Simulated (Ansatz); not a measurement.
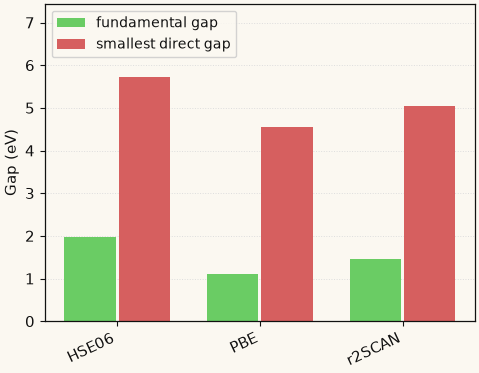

Gaps of SiC, space group I-4m2 (No. 119), 2 atoms in the cell, zincblende type, uniaxial (z) strain −2.3%, at several levels of theory on one cell (Ansatz, plane waves and PAW; edges over the mesh and the special points).

How does the gap depend on the level, and does its kind change?

In rising order: PBE 1.10 eV, r2SCAN 1.45 eV and HSE06 1.96 eV. It is indirect at every level.
